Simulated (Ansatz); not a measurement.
C

Input

```
crystal:
  lattice:
    - [5.012373463, 0.0, 0.0]
    - [0.0, 3.9474978363, 0.0]
    - [0.0, 0.0, 4.7439849591]
  atoms:
    - { symbol: C, position: [0.3686108099, 0.0, 0.0] }
    - { symbol: C, position: [0.1313891901, 0.0, 0.5] }
    - { symbol: C, position: [0.6313891901, 0.0, 0.0] }
    - { symbol: C, position: [0.8686108099, 0.0, 0.5] }
    - { symbol: C, position: [0.6669650583, 0.6400096672, 0.1169036266] }
    - { symbol: C, position: [0.8330349417, 0.3599903328, 0.6169036266] }
    - { symbol: C, position: [0.8330349417, 0.6400096672, 0.3830963734] }
    - { symbol: C, position: [0.6669650583, 0.3599903328, 0.8830963734] }
    - { symbol: C, position: [0.3330349417, 0.3599903328, 0.8830963734] }
    - { symbol: C, position: [0.1669650583, 0.6400096672, 0.3830963734] }
    - { symbol: C, position: [0.1669650583, 0.3599903328, 0.6169036266] }
    - { symbol: C, position: [0.3330349417, 0.6400096672, 0.1169036266] }
basis:
  ecutwfc: 420
kpoints:
  mp_grid: { grid: [6, 8, 6] }
hamiltonian:
  xc: pbe
scf:
  occupations: { method: gaussian, width: 0.02 }
output:
  forces: true
  stress: true
  eigenvalues: true
  write_density: true
  write_potential: true
  elf: true
  volumetric_format: npy
relax:
  adjacent_minimum: "off"
  f_tol: 0.01
  max_steps: 80
  cell: { stress_tol: 0.05 }
```

Command:

```sh
ansatz run input.yaml --threads 1 --pin off --max-ram 2560MiB --backend cpu --events-out ev --progress --plain --runs-dir out
```

Below, planes, directions and counts refer to the conventional cell (a = 5.03 Å, b = 3.95 Å, c = 4.74 Å, α = 90.00°, β = 90.00°, γ = 90.00°).

The fields are those of the run's last geometry, not of the input's.

Space group Pmna; a structure generated by program, which may or may not match a known phase.

These are results of Ansatz 0.2.0, DFT PBE, scalar-relativistic, plane waves, PAW, not measurements.

Core electrons are frozen (PAW), and the valence fields are smoothed inside the atomic spheres.

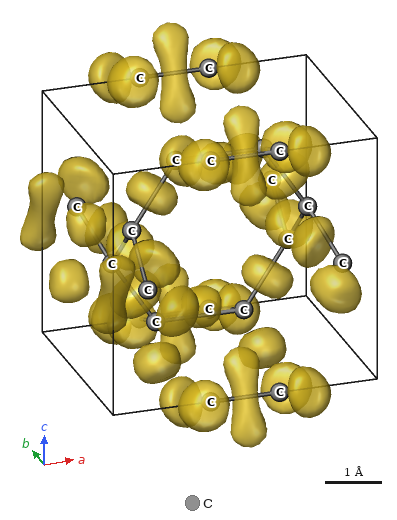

Figure 1. Isosurface of the electron localisation function at 0.8 (yellow), seen at an oblique angle. Only the valence region is drawn (cores and ρ < 0.01 e/Å³ removed). Sticks mark near contacts.

Where are the electrons localised?

Answer. The surface consists of 22 regions between bonded C–C atoms (shared pairs), counted in one cell of 12 atoms. Any copies at cell faces, edges or corners count once. Profiles from the grid: C–C (1.32 Å): the ELF peaks at about 0.90 between the atoms (inside overlapping PAW spheres, so only a guide) (a short, multiple covalent bond). C–C (1.51 Å): the ELF peaks at about 0.95 between the atoms, as expected for localised, covalent bonding.

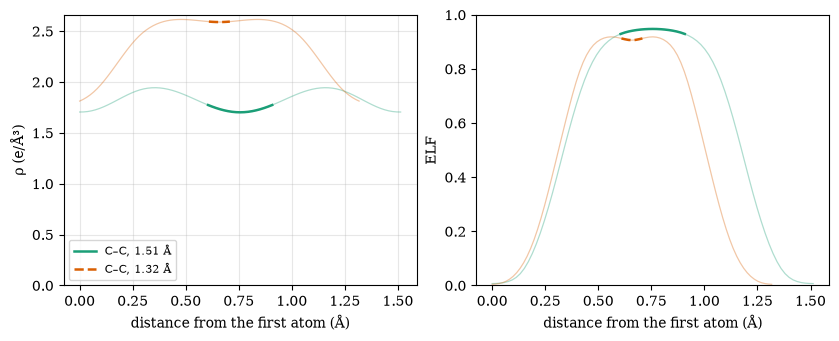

Figure 2. Valence pseudo-density and ELF along straight lines between neighbouring atoms. Thin, pale parts lie inside the atomic spheres.

What kind of bonding do the profiles show?

Answer. C–C (1.51 Å): ρ is about 1.7 e/Å³ halfway; the ELF peaks at about 0.95 between the atoms (localised, covalent bonding).
C–C (1.32 Å): the density is about 2.6 e/Å³ at the midpoint; the ELF peaks at about 0.90 between the atoms (inside overlapping PAW spheres, so only a guide) (a short, multiple covalent bond).

Does the calculation make it a metal, or give it a gap?

Answer. It is gapped, with a Kohn–Sham gap of 1.7 eV on the k-point mesh, an upper bound to the gap of this method.
